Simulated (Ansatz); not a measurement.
## Run report: Ta4C, single-point calculation

The run: single-point calculation of Ta4C (slab, 5 atoms in the cell). Method and program: DFT PBEsol, scalar-relativistic, plane waves, PAW, no spin polarisation (Ansatz 0.2.0).

The structure derives from an entry of the Crystallography Open Database. Figures and captions count atoms from 1; the log counts them from 0 in places.

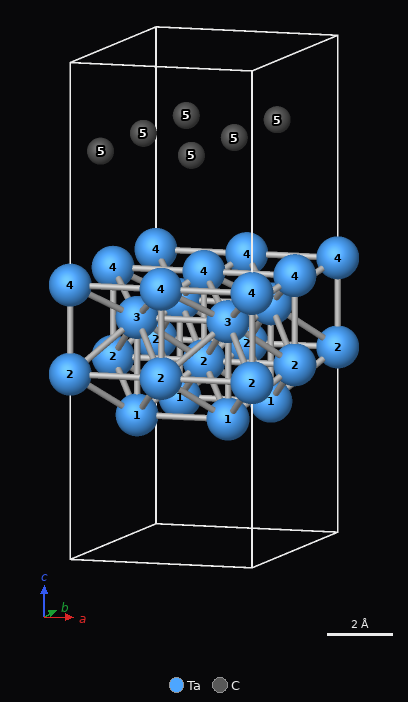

The input geometry (ball-and-stick view of the 2 × 2 repeat of the cell, with the vacuum cut short, seen slightly off an axis; atoms are numbered from 1 in the order of the input).

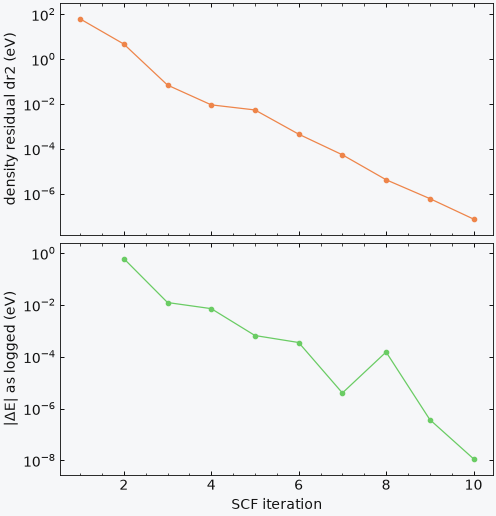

Convergence of the self-consistent field: density residual dr2 and size of the energy change against the SCF iteration. The residual falls at every step.

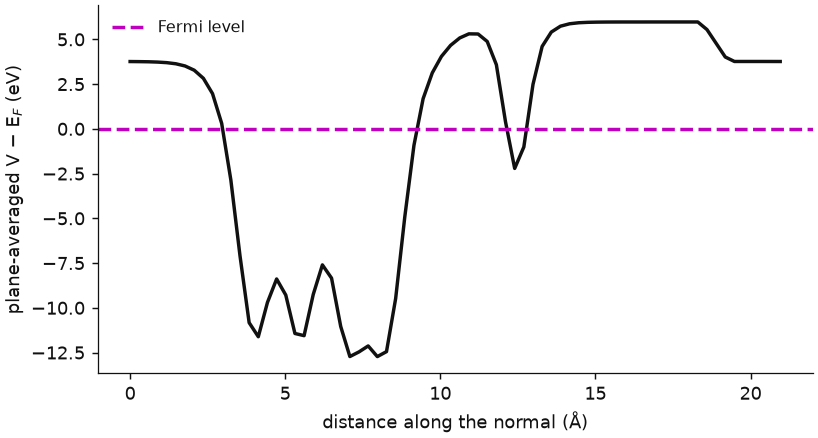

Plane average of the electrostatic potential energy of an electron across the cell, from the Fermi level. The vacuum level lies 5.97 eV above the Fermi level on the upper side and 3.77 eV on the lower.

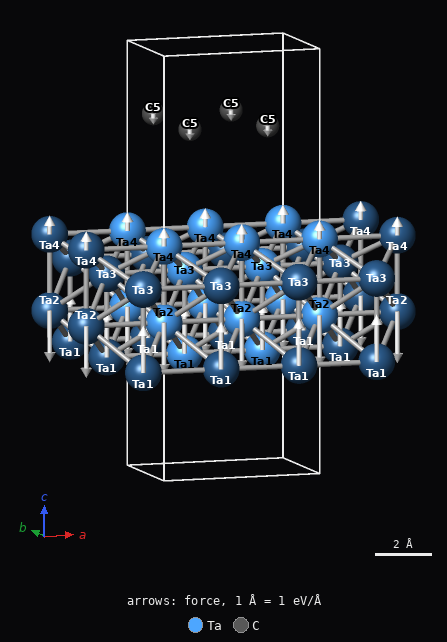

Forces on the atoms as white arrows (ball-and-stick view of the 2 × 1 repeat of the cell, with the vacuum cut short, seen slightly off an axis; neighbours outside the cell are drawn fainter; atoms are numbered from 1 in the order of the input); the smallest are left out. The largest act on Ta2 (1.89 eV/Å); Ta1 (1.73 eV/Å); Ta4 (0.68 eV/Å). The geometry is not a stationary point of this energy.

These pictures come from the run below.

## The input
```yaml
crystal:
  lattice:
    - [2.9525883345, 0.0, 0.0]
    - [0.0, 4.1755904667, 0.0]
    - [0.0, 0.0, 21.2505812256]
  atoms:
    - { symbol: Ta, position: [0.5, 0.5, 0.1882301457] }
    - { symbol: Ta, position: [0.0, 0.0, 0.2577009122] }
    - { symbol: Ta, position: [0.5, 0.5, 0.3308925698] }
    - { symbol: Ta, position: [0.0, 0.0, 0.3882520265] }
    - { symbol: C, position: [0.3333333333, 0.0, 0.5863642549] }
basis:
  ecutwfc: 420
kpoints:
  mp_grid: { grid: [9, 7, 1] }
hamiltonian:
  xc: pbesol
scf:
  occupations: { method: gaussian, width: 0.1 }
output:
  forces: true
  eigenvalues: true
efield:
  axis: 3
  dipole_correction: true
  ramp_width: 0.04
```

Command:
```bash
ansatz run input.yaml --threads 1 --pin off --max-ram 3072MiB --backend cpu --events-out ev --progress --plain --runs-dir out
```

## What the program printed
```
Engine: ansatz 0.2.0, aarch64-unknown-linux-gnu
Pseudopotentials: kind: paw
Pseudopotential: Ta, paw, valence charge 13, recommended cutoff 420 eV (normal), Ta.paw.azcp
Pseudopotential: C, paw, valence charge 4, recommended cutoff 420 eV (normal), C.paw.azcp
Functional definition: PBEsol
  exchange = pbesol_x
  correlation = pbesol_c
Crystal: 5 atoms, lattice volume = 261.994 Å³
Basis set: ecut = 420 eV, 5111 PW (Γ), exchange–correlation on 40×60×288 points (8 copies of the dense FFT grid, shifted against one another)
Bands: 34, of which v1, the nominal top of the filled ones, is band 28 counted from 1 (27 counted from 0)
Symmetry: 2 space group operations
Space group: Pm (ITA 6), of the structure as read, at distance tolerance 6.4e-5 Å
k-points: 20 of 63 (time reversal used)
Non-local potential: Ta, projectors of the file, l = 0: 3, l = 1: 2, l = 2: 2, l = 3: 1
Non-local potential: C, projectors of the file, l = 0: 2, l = 1: 2, l = 2: 1
PAW form: soft (Blöchl's): semilocal exchange-correlation on the pseudo side does not see the compensation charge
PAW frozen core: Ta, regenerated for the run's functional, and the local potential with it (the file was generated under x = pbe(κ = 0.804, μ = 0.2195149727645171), c = pbe(β = 0.06672455060314922))
PAW frozen core: C, regenerated for the run's functional, and the local potential with it (the file was generated under x = pbe(κ = 0.804, μ = 0.2195149727645171), c = pbe(β = 0.06672455060314922))
PAW one-centre angular grid: Ta, 590 points (default); XC on 64 Gauss nodes
PAW one-centre angular grid: C, 110 points (default); XC on 64 Gauss nodes
Initial density: superposition of atomic densities (neutral atoms: chi_scale 0, normalization atom), corrected by the library's trained network
Initial wavefunctions: pseudopotential atomic-orbital guess
Functional: x = pbesol(κ = 0.804, μ = 0.12345679012345678), c = pbesol(β = 0.046)
SCF iter   1: F=—  HF=-39459.984147 eV  |F-HF|=—  |Δ(HF+E_count)|=         —  Δρ=4.25e-2  dr2=6.29e1  ethr=1.77e-3  p=-0.065 e·Å  D=-4.52e-2 V/Å  ΔV_dip=0.96 eV  dr2_dipole=3.74e1  V_vac-E_F(+/−)=5.24/4.28 eV  ⟨swp⟩=7.9  Hψ=3109  notcnv=0
efield: sawtooth ramp at fractional position 0.8673 (placed from the atoms, in the widest stretch of the axis that holds none; the zero of the levels goes with the place), width 0.0400; the density the first Hamiltonian is built on has a dipole p = -0.065 e·Å; the dipole correction subtracts the counter field D = -4.52e-2 V/Å, which shifts the + side's vacuum level by +0.96 eV against the − side's; the planar-averaged density in the ramp window peaks in size at 1.3e-4 e/Å³
preconditioner: auto → LDOS  [metal: Δε(μ)=0.074 eV  Ē_g=3.251 eV  σ=0.100 eV  W_gap=0.39  n_scr=36 (ndim 8)  ℏωp=11.2 eV  f_vac=0.502  D(μ)=7.77/eV (n_scr^D=50)  β→1.0]
SCF iter   2: F=—  HF=-39459.367507 eV  |F-HF|=—  |Δ(HF+E_count)|=   6.17e-1  Δρ=1.12e-2  dr2=4.74e0  ethr=1.77e-3  p=-0.159 e·Å  D=-1.10e-1 V/Å  ΔV_dip=2.34 eV  dr2_dipole=2.96e0  V_vac-E_F(+/−)=6.11/3.78 eV  ⟨swp⟩=2.1  Hψ=931  notcnv=0  defer=7
SCF iter   3: F=—  HF=-39459.379872 eV  |F-HF|=—  |Δ(HF+E_count)|=   1.24e-2  Δρ=4.60e-3  dr2=7.00e-2  ethr=1.77e-3  p=-0.140 e·Å  D=-9.65e-2 V/Å  ΔV_dip=2.05 eV  dr2_dipole=4.02e-3  V_vac-E_F(+/−)=5.93/3.88 eV  ⟨swp⟩=2.0  Hψ=802  notcnv=0  defer=5
SCF iter   4: F=—  HF=-39459.372673 eV  |F-HF|=—  |Δ(HF+E_count)|=   7.20e-3  Δρ=1.85e-3  dr2=9.21e-3  ethr=1.25e-4  p=-0.142 e·Å  D=-9.79e-2 V/Å  ΔV_dip=2.08 eV  dr2_dipole=5.30e-6  V_vac-E_F(+/−)=5.94/3.86 eV  ⟨swp⟩=1.9  Hψ=923  notcnv=0  defer=5
SCF iter   5: F=—  HF=-39459.373332 eV  |F-HF|=—  |Δ(HF+E_count)|=   6.59e-4  Δρ=1.17e-3  dr2=5.46e-3  ethr=1.64e-5  p=-0.149 e·Å  D=-1.03e-1 V/Å  ΔV_dip=2.19 eV  dr2_dipole=2.12e-3  V_vac-E_F(+/−)=5.96/3.77 eV  ⟨swp⟩=2.0  Hψ=912  notcnv=0  defer=5
SCF iter   6: F=—  HF=-39459.372978 eV  |F-HF|=—  |Δ(HF+E_count)|=   3.54e-4  Δρ=3.04e-4  dr2=4.54e-4  ethr=9.74e-6  p=-0.148 e·Å  D=-1.02e-1 V/Å  ΔV_dip=2.17 eV  dr2_dipole=8.83e-5  V_vac-E_F(+/−)=5.96/3.78 eV  ⟨swp⟩=1.5  Hψ=706  notcnv=0  defer=5
SCF iter   7: F=—  HF=-39459.372982 eV  |F-HF|=—  |Δ(HF+E_count)|=   3.98e-6  Δρ=1.43e-4  dr2=5.45e-5  ethr=8.11e-7  p=-0.150 e·Å  D=-1.03e-1 V/Å  ΔV_dip=2.20 eV  dr2_dipole=1.09e-5  V_vac-E_F(+/−)=5.97/3.77 eV  ⟨swp⟩=2.0  Hψ=917  notcnv=0  defer=5
SCF iter   8: F=—  HF=-39459.373134 eV  |F-HF|=—  |Δ(HF+E_count)|=   1.52e-4  Δρ=4.30e-5  dr2=4.21e-6  ethr=9.74e-8  p=-0.150 e·Å  D=-1.04e-1 V/Å  ΔV_dip=2.20 eV  dr2_dipole=1.21e-8  V_vac-E_F(+/−)=5.97/3.77 eV  ⟨swp⟩=2.0  Hψ=921  notcnv=0  defer=5
SCF iter   9: F=—  HF=-39459.373134 eV  |F-HF|=—  |Δ(HF+E_count)|=   3.72e-7  Δρ=1.03e-5  dr2=6.08e-7  ethr=7.52e-9  p=-0.151 e·Å  D=-1.04e-1 V/Å  ΔV_dip=2.21 eV  dr2_dipole=5.03e-8  V_vac-E_F(+/−)=5.97/3.76 eV  ⟨swp⟩=2.1  Hψ=1004  notcnv=0  defer=5
SCF iter  10: F=-39459.373134 eV  HF=-39459.373134 eV  |F-HF|=6.70e-8  |Δ(HF+E_count)|=   1.14e-8  Δρ=2.81e-6  dr2=7.43e-8  ethr=1.79e-10  p=-0.151 e·Å  D=-1.04e-1 V/Å  ΔV_dip=2.21 eV  dr2_dipole=2.39e-8  V_vac-E_F(+/−)=5.97/3.76 eV  ⟨swp⟩=10.7  Hψ=3360  notcnv=0
WARN: efield: at this solve's end the planar-averaged density reaches 1.23e-5 e/Å³ inside the ramp window [0.8202, 0.9544] (bound 1e-5 e/Å³); the window's nearer edge stands 4.97 Å from this solve's nearest atom along the axis. Its work functions, free energy, forces, stress, dipole, levels and responses can be off, and this figure does not tell by how much. A short vacuum, a low `basis.ecutwfc` or `basis.ecutrho_ratio` and negative occupations (`scf.occupations.method`) can put density there. See the manual's quickstart, § The vacuum guard
SCF 1 converged in 10 iterations: F = -39459.373134 eV  dr2 = 7.43e-8
  greatest PAW one-centre occupation: 1.000 electrons in one spin orbital (limit 2), on the Ta atom at site 3 (counted from 0), in its partial waves of l = 0
SCF converged after 10 iterations
Free energy (F): -39459.373134 eV
Harris-Foulkes:  -39459.373134 eV  (|F-HF|=6.70e-8)
Internal energy: -39459.331210 eV  (E = F + TS)
E sigma→0 (E₀):  -39459.352172 eV
Entropy (-TS):   -0.041925 eV (-8.385 meV/atom)
Fermi energy:    2.159049 eV
Dipole field:    D = -0.103878 V/Å  (p = -0.150403 e·Å, saw-weighted, corrected)
Work function:   Φ+ = 5.9727 eV   Φ− = 3.7651 eV
Levels:          The Fermi level and band energies are counted from a zero that moves with the ramp; work functions are not
Vacuum region:   at the solve's end the planar-averaged density reaches 1.23e-5 e/Å³ inside the ramp window [0.8202, 0.9544] (bound 1e-5 e/Å³)
--- Per-component energies (eV) ---
  E_band       = -1300.599987
  E_kinetic    = 1521.050349
  E_local      = -38105.799991  (includes V_loc(G=0)·N_el)
  E_nonlocal   = 98.527528
  E_hartree    = 18255.461331
  E_xc         = -900.524086
  E_vxc        = -854.541880  (∫ρ·V_xc dr)
  E_paw        = -33181.362248  (= ΣΔE_a)
  E_vpaw       = -461.481072  (= ΣTr[D̂ρ^β])
  E_aug_tail   = 0.000586  (compensation charges beyond the density's cutoff)
  E_efield     = 0.007812  (sawtooth field / dipole correction)
  E_vefield    = -9.249602  (∫n·V_field dr)
  E_ewald      = 12852.431824
  E_core_change = 0.875686  (= ΣΔE_core)
  E_smearing   = -0.041925  (= −TS)
  E_closure    = -0.000000  (closes the sum)
  Σ components = -39459.373134   (vs F -39459.373134, Δ=0.00e0)
--- Forces (eV/Å), atoms counted from 1 ---
  atom   1  Ta     0.00042468     0.00000000     1.72646708
  atom   2  Ta     0.00312770    -0.00000000    -1.88938584
  atom   3  Ta    -0.00780611     0.00000000    -0.12663299
  atom   4  Ta     0.00180766     0.00000000     0.68446385
  atom   5  C      0.00244519    -0.00000000    -0.39483939
  max |Σ_I F_I| component: 7.27e-5 eV/Å
--- Band table (eV; the first three rows and the last of 20) ---
  k-point 0: bands = ["-65.7949", "-65.5963", "-65.3717", "-65.2741", "-32.5015", "-32.4537", "-32.3371", "-32.3280", "-31.9162", "-31.9117", "-31.8411", "-31.8270", "-31.6200", "-31.5475", "-31.4628", "-31.3992", "-6.5030", "-5.1266", "-2.8482", "-1.7742", "-0.7898", "-0.5644", "0.4078", "1.1913", "1.6233", "1.6797", "1.9799", "2.4357", "2.4469", "2.6792", "2.7436", "2.7714", "3.8144", "4.1328"]
  k-point 1: bands = ["-65.7944", "-65.5942", "-65.3713", "-65.2771", "-32.5282", "-32.4339", "-32.4097", "-32.2586", "-31.9217", "-31.9091", "-31.8293", "-31.8106", "-31.5985", "-31.5505", "-31.4881", "-31.4157", "-6.4817", "-4.8771", "-2.7579", "-1.7142", "-0.9994", "-0.4817", "0.5037", "1.0616", "1.6350", "1.7453", "2.2658", "2.3153", "2.4800", "2.5971", "2.7435", "3.0438", "3.5965", "3.7936"]
  k-point 2: bands = ["-65.7933", "-65.5895", "-65.3701", "-65.2842", "-32.5594", "-32.5104", "-32.3510", "-32.2361", "-31.9413", "-31.8941", "-31.7969", "-31.7372", "-31.6132", "-31.5562", "-31.5169", "-31.4590", "-6.4328", "-4.1764", "-2.5344", "-1.7105", "-1.4407", "-0.1897", "0.7959", "1.0290", "1.4198", "1.9104", "1.9359", "2.4131", "2.6493", "2.7086", "3.0122", "3.1178", "3.1818", "3.6830"]
  k-point 19: bands = ["-65.7602", "-65.5521", "-65.3358", "-65.2579", "-32.5643", "-32.5525", "-32.4285", "-32.3873", "-32.3388", "-32.2819", "-31.9697", "-31.8609", "-31.7149", "-31.6772", "-31.6338", "-31.5770", "-5.3655", "-1.6855", "-1.5175", "-0.3816", "-0.0847", "0.3432", "0.3719", "1.2380", "1.3459", "1.5383", "1.8021", "1.9709", "2.5923", "2.6067", "2.8413", "3.0688", "3.4538", "3.5464"]
```

## Results in brief

```csv
quantity,value
outcome,converged
electrons treated,56
free energy,−39459.3731 eV
"work function, top face",5.97 eV
"work function, bottom face",3.77 eV
Fermi energy,2.159 eV
gap on the k-point mesh,none (metallic)
work function (upper face),5.97 eV
largest force (length of the vector),1.889 eV/Å
hardware,"1 thread of Arm Neoverse V2, 24 GiB of memory available, shared host"
wall time,13 s
peak memory,0.44 GiB
```

## Notes

The program warns: the density in the vacuum is higher than it should be, so vacuum levels may be off. Spin–orbit coupling is left out, which matters for Ta.
